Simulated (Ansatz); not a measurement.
## Band-structure calculation, with input and output: CdSe (part 2 of 2)

Continued. System: CdSe (4 atoms in the cell). Method: DFT, HSE06, plane waves, PAW, no spin polarisation (Ansatz 0.2.0); cutoff 420 eV, 6×6×4 k-mesh, fixed occupations. The structure derives from an entry of the Crystallography Open Database. The geometry comes from this level: r2SCAN (a point of a series of strains). It belongs to a series of runs on one base structure; here: uniaxial_y strain +3.5%.

## File bands.tsv
```
# k_distance	band_0	band_1	band_2	band_3	band_4	band_5	band_6	band_7	band_8	band_9	band_10	band_11	band_12	band_13	band_14	band_15	band_16	band_17	band_18	band_19	band_20	band_21	band_22	band_23	band_24	band_25	band_26	band_27	band_28	band_29	band_30	band_31	band_32	band_33	band_34	band_35	band_36	band_37	band_38	band_39	band_40
# fermi_ev = 6.110985
# lock_threshold_ev = 1e-6
# [0, 0, 0] at k_distance = 0.000000
# [0.5, 0, 0] at k_distance = 0.828796
# [0.3333333333, 0.3333333333, 0] at k_distance = 1.299212
# [0, 0, 0.5] at k_distance = 2.339522
# [0.5, 0, 0.5] at k_distance = 3.168318
# [0.3333333333, 0.3333333333, 0.5] at k_distance = 3.638734
# levels_relative_to = fermi_ev
# free_energy_ev = -27460.250300
# largest_residual_norms_ev = 4.656e-5 4.170e-5 6.661e-5 6.665e-5 6.479e-5 6.732e-5 6.493e-5 6.690e-5 8.997e-5 9.030e-5 7.748e-5 7.750e-5 1.204e-4 1.323e-4 9.589e-5 8.334e-5 1.247e-4 8.396e-5 4.510e-4 4.515e-4 1.346e-3 1.497e-3 1.583e-3 1.586e-3 1.604e-3 1.607e-3 1.235e-3 1.236e-3 1.422e-3 1.423e-3 6.683e-4 8.069e-4 7.923e-4 7.675e-4 8.428e-4 8.173e-4 9.039e-4 1.089e-3 1.119e-3 1.120e-3 1.106e-3
0.000000	-106.702346	-106.702345	-66.433022	-66.432937	-66.432790	-66.432776	-66.426429	-66.426420	-50.167716	-50.167689	-50.165897	-50.165863	-50.164178	-50.164156	-50.160630	-50.160612	-50.158321	-50.158309	-13.388346	-13.025552	-9.046351	-9.045497	-9.040035	-8.989700	-8.982008	-8.765821	-8.764932	-8.713538	-8.712936	-8.421300	-4.307245	-0.915942	-0.724700	-0.120443	-0.035985	0.000000	1.415402	2.921848	6.638437	6.920103	7.287634
0.828796	-106.702365	-106.702360	-66.433013	-66.432977	-66.432698	-66.432689	-66.426421	-66.426330	-50.167756	-50.167741	-50.165911	-50.165902	-50.164161	-50.164134	-50.160670	-50.160665	-50.158286	-50.158257	-13.039793	-12.924731	-8.973180	-8.967830	-8.858076	-8.849373	-8.828216	-8.780543	-8.729768	-8.692379	-8.464486	-8.324039	-4.174647	-3.572339	-2.584960	-1.929357	-1.247076	-0.832812	3.972846	4.025987	5.620649	7.194354	7.331544
1.299212	-106.702378	-106.702351	-66.433071	-66.432914	-66.432705	-66.432684	-66.426408	-66.426300	-50.167759	-50.167747	-50.165926	-50.165921	-50.164159	-50.164131	-50.160657	-50.160655	-50.158302	-50.158255	-12.961207	-12.959693	-8.985760	-8.897143	-8.894881	-8.855147	-8.771735	-8.770431	-8.758807	-8.716850	-8.337963	-8.332269	-3.783669	-3.743402	-2.997309	-1.843393	-1.823589	-1.649149	5.193515	5.612893	5.656367	7.762020	7.881369
2.339522	-106.702374	-106.702374	-66.432995	-66.432995	-66.432795	-66.432795	-66.426440	-66.426440	-50.167705	-50.167705	-50.165884	-50.165884	-50.164171	-50.164171	-50.160626	-50.160626	-50.158318	-50.158318	-13.202685	-13.202685	-9.021793	-9.021793	-9.014839	-9.014839	-8.842066	-8.842066	-8.735897	-8.735897	-8.735512	-8.735512	-2.597175	-2.597175	-0.535493	-0.535493	-0.374466	-0.374466	3.116955	3.116955	6.730626	6.730626	7.098498
3.168318	-106.702371	-106.702371	-66.432988	-66.432988	-66.432709	-66.432709	-66.426384	-66.426384	-50.167748	-50.167748	-50.165907	-50.165907	-50.164150	-50.164150	-50.160669	-50.160669	-50.158269	-50.158269	-12.974100	-12.974100	-8.949677	-8.949677	-8.908853	-8.908853	-8.782850	-8.782850	-8.716714	-8.716714	-8.408172	-8.408172	-4.181833	-4.181833	-1.427506	-1.427506	-1.281325	-1.281325	3.790359	3.790359	5.715905	5.715905	8.579699
3.638734	-106.702350	-106.702350	-66.432978	-66.432978	-66.432698	-66.432698	-66.426345	-66.426345	-50.167752	-50.167752	-50.165923	-50.165923	-50.164141	-50.164141	-50.160657	-50.160657	-50.158275	-50.158275	-12.951919	-12.951919	-8.927992	-8.927992	-8.907808	-8.907808	-8.762836	-8.762836	-8.752795	-8.752795	-8.331508	-8.331508	-4.105434	-4.105434	-2.392263	-2.392263	-1.051979	-1.051979	4.696175	4.696175	6.728525	6.728525	7.039604
```

## File rho_z.tsv
```
# z_ang	rho[e/angstrom^3]
# format = ansatz-planar-average/11
# lattice	4.340718439	0.000000000	0.000000000
# lattice	-2.170359219	3.889615722	0.000000000
# lattice	0.000000000	0.000000000	7.076664869
# sites	4
# site	48	0.000000000	2.586229558	0.019854198
# site	48	2.170359219	1.303386165	3.558186632
# site	34	0.000000000	2.633337785	2.704661777
# site	34	2.170359219	1.256277938	6.242994211
0.000000	1.346310e0
0.147431	1.234222e0
0.294861	9.643699e-1
0.442292	6.441736e-1
0.589722	3.747539e-1
0.737153	2.017933e-1
0.884583	1.137124e-1
1.032014	7.603793e-2
1.179444	6.252832e-2
1.326875	6.192116e-2
1.474305	7.023056e-2
1.621736	8.674240e-2
1.769166	1.119905e-1
1.916597	1.476090e-1
2.064027	2.087027e-1
2.211458	3.328749e-1
2.358888	5.750087e-1
2.506319	9.324026e-1
2.653749	1.226520e0
2.801180	1.246638e0
2.948610	1.077990e0
3.096041	9.958230e-1
3.243471	1.099190e0
3.390902	1.271069e0
3.538332	1.346310e0
3.685763	1.234222e0
3.833193	9.643699e-1
3.980624	6.441736e-1
4.128055	3.747539e-1
4.275485	2.017933e-1
4.422916	1.137124e-1
4.570346	7.603793e-2
4.717777	6.252832e-2
4.865207	6.192116e-2
5.012638	7.023056e-2
5.160068	8.674240e-2
5.307499	1.119905e-1
5.454929	1.476090e-1
5.602360	2.087027e-1
5.749790	3.328749e-1
5.897221	5.750087e-1
6.044651	9.324026e-1
6.192082	1.226520e0
6.339512	1.246638e0
6.486943	1.077990e0
6.634373	9.958230e-1
6.781804	1.099190e0
6.929234	1.271069e0
```

## File v_z.tsv
```
# z_ang	v_es[eV]	v_tot[eV]
# format = ansatz-planar-average/11
# xc	hse06
# density_cutoff_ev	1680
# datasets	Cd=:simpson_from_first_knot:soft:fock:shift=0	Se=:simpson_from_first_knot:soft:fock:shift=0
# lattice	4.340718439	0.000000000	0.000000000
# lattice	-2.170359219	3.889615722	0.000000000
# lattice	0.000000000	0.000000000	7.076664869
# sites	4
# site	48	0.000000000	2.586229558	0.019854198
# site	48	2.170359219	1.303386165	3.558186632
# site	34	0.000000000	2.633337785	2.704661777
# site	34	2.170359219	1.256277938	6.242994211
0.000000	2.608029e0	-6.474432e0
0.147431	3.625827e0	-5.054080e0
0.294861	4.565673e0	-3.559560e0
0.442292	5.493060e0	-1.968941e0
0.589722	6.489606e0	-2.457291e-1
0.737153	7.578306e0	1.577465e0
0.884583	8.702229e0	3.364468e0
1.032014	9.671402e0	4.772713e0
1.179444	1.030087e1	5.426332e0
1.326875	1.062939e1	5.625775e0
1.474305	1.070991e1	5.642907e0
1.621736	1.050670e1	5.288667e0
1.769166	9.873697e0	4.294630e0
1.916597	8.793876e0	2.731420e0
2.064027	7.680478e0	1.125351e0
2.211458	6.821016e0	-2.430887e-1
2.358888	6.147752e0	-1.420961e0
2.506319	5.455821e0	-2.601987e0
2.653749	4.568421e0	-3.945350e0
2.801180	3.561042e0	-5.344100e0
2.948610	2.644143e0	-6.533620e0
3.096041	1.959673e0	-7.369736e0
3.243471	1.629674e0	-7.742631e0
3.390902	1.830493e0	-7.476570e0
3.538332	2.608029e0	-6.474432e0
3.685763	3.625827e0	-5.054080e0
3.833193	4.565673e0	-3.559560e0
3.980624	5.493060e0	-1.968941e0
4.128055	6.489606e0	-2.457291e-1
4.275485	7.578306e0	1.577465e0
4.422916	8.702229e0	3.364468e0
4.570346	9.671402e0	4.772713e0
4.717777	1.030087e1	5.426332e0
4.865207	1.062939e1	5.625775e0
5.012638	1.070991e1	5.642907e0
5.160068	1.050670e1	5.288667e0
5.307499	9.873697e0	4.294630e0
5.454929	8.793876e0	2.731420e0
5.602360	7.680478e0	1.125351e0
5.749790	6.821016e0	-2.430887e-1
5.897221	6.147752e0	-1.420961e0
6.044651	5.455821e0	-2.601987e0
6.192082	4.568421e0	-3.945350e0
6.339512	3.561042e0	-5.344100e0
6.486943	2.644143e0	-6.533620e0
6.634373	1.959673e0	-7.369736e0
6.781804	1.629674e0	-7.742631e0
6.929234	1.830493e0	-7.476570e0
```

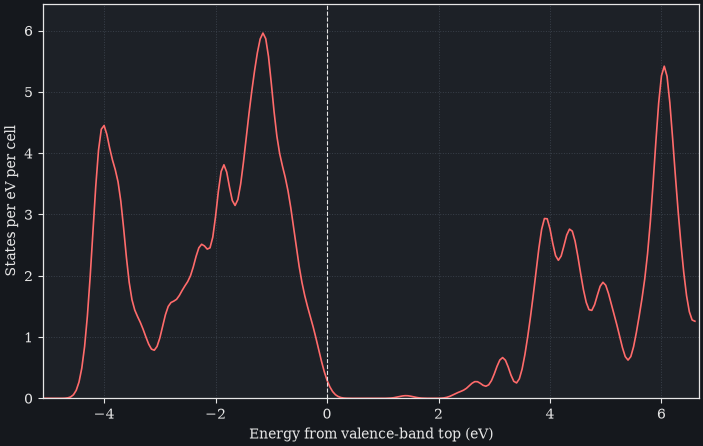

Figure 1. Density of states (the curve is built from the levels of the k mesh with Gaussians 0.3 eV wide, which also blur the band edges), with energies from the valence-band top. There is a gap of 1.42 eV on the k-point mesh. Small ripples come from the finite k-point mesh.

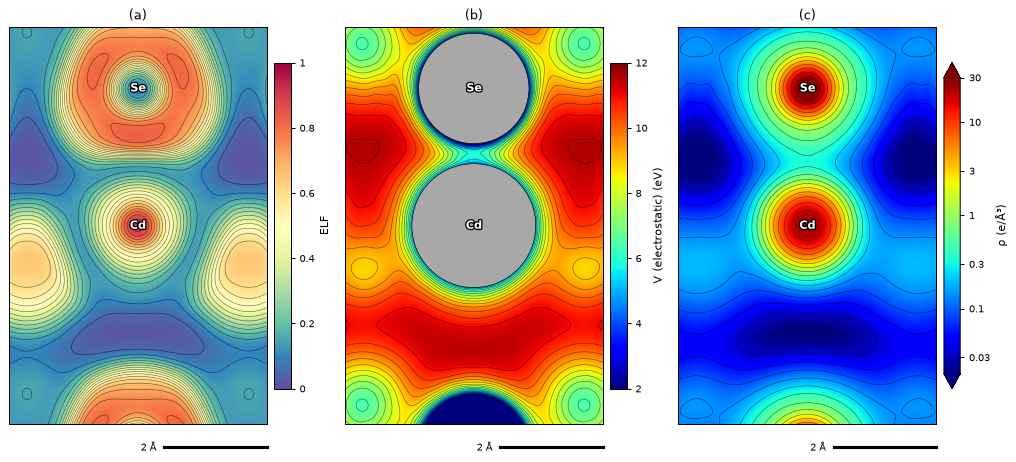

Figure 2. (a) ELF; (b) electrostatic potential (local pseudopotential plus Hartree) felt by an electron; (c) valence charge density (pseudo) on the (010) plane of the conventional cell. Grey discs, where drawn, cover atomic cores. Cd–Se (2.69 Å): ρ at the midpoint is about 0.37 e/Å³; the ELF peaks at about 0.80 in the valence shell of Se, 0.9 Å from its nucleus, and drops to about 0.15 between the two atoms. Away from the nuclei the density in this plane falls to 0.02 e/Å³ at its lowest. The strong features right at Cd lie inside the PAW spheres (semicore, d or f shells) and say nothing about bonding. Outside the cores the potential energy rises away from the atoms and is highest about 2.4 Å from the nearest atoms; outside the discs it spans about 9 eV, and its zero is arbitrary. Core electrons are frozen (PAW), so the fields are smoothed inside the atomic spheres.

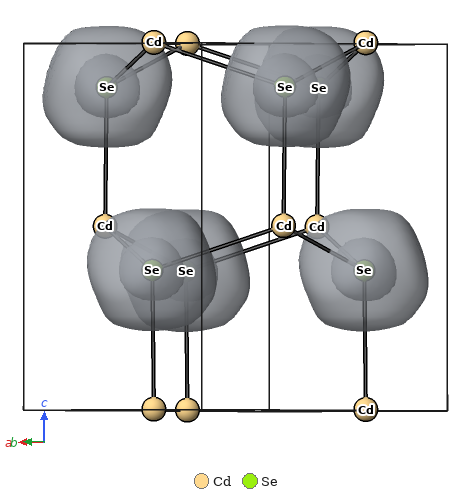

Figure 3. Isosurface of the ELF at 0.7 (grey), seen at an oblique angle. Core shells and regions of very low density are left out. Sticks mark near contacts. The outline is the cell set on symmetry axes. Values along the shortest contacts: Cd–Se (2.68 Å): the ELF peaks at about 0.85 in the valence shell of Se, 0.9 Å from its nucleus, and drops to about 0.15 between the two atoms.

The run was set up as follows.

## Input file
```yaml
crystal:
  lattice:
    - [4.3407184386, 0.0, 0.0]
    - [-2.1703592193, 3.8896157221, 0.0]
    - [0.0, 0.0, 7.0766648688]
  atoms:
    - { symbol: Cd, position: [0.3324530933, 0.6649061867, 0.0028055868] }
    - { symbol: Cd, position: [0.6675469067, 0.3350938133, 0.5028055868] }
    - { symbol: Se, position: [0.3385087336, 0.6770174672, 0.3821944132] }
    - { symbol: Se, position: [0.6614912664, 0.3229825328, 0.8821944132] }
kpoints:
  mp_grid: { grid: [6, 6, 4] }
  band_path:
    path:
      - [0.0, 0.0, 0.0]
      - [0.5, 0.0, 0.0]
      - [0.3333333333, 0.3333333333, 0.0]
      - [0.0, 0.0, 0.5]
      - [0.5, 0.0, 0.5]
      - [0.3333333333, 0.3333333333, 0.5]
    npoints: 1
hamiltonian:
  xc: hse06
scf:
  occupations: { method: fixed }
  n_extra_bands: 5
output:
  forces: true
  stress: true
  eigenvalues: true
  write_density: true
  write_potential: true
  elf: true
  volumetric_format: npy
```

Launch command:
```bash
ansatz run input.yaml --threads 4 --pin off --max-ram 4608MiB --backend cpu --events-out ev --progress --plain --runs-dir out
```

## Summary

| quantity | value |
| --- | --- |
| outcome | converged |
| space group (tolerance 0.01 Å) | Cmc2₁ (36) |
| electrons treated | 72 |
| free energy | −27460.2503 eV |
| Fermi energy | 6.111 eV |
| gap on the k-point mesh | 1.42 eV |
| pressure | −1.40 GPa |
| largest force (length of the vector) | 0.006 eV/Å |
| hardware | 4 threads of Arm Neoverse V2, 24 GiB of memory available, shared host |
| wall time | 2.4 min (CPU time 8.8 min) |
| peak memory | 4.1 GiB |

## Remarks

The program warns: the exchange loop's threshold is looser than advised for the stress; the SCF threshold is looser than advised for the printed stress.
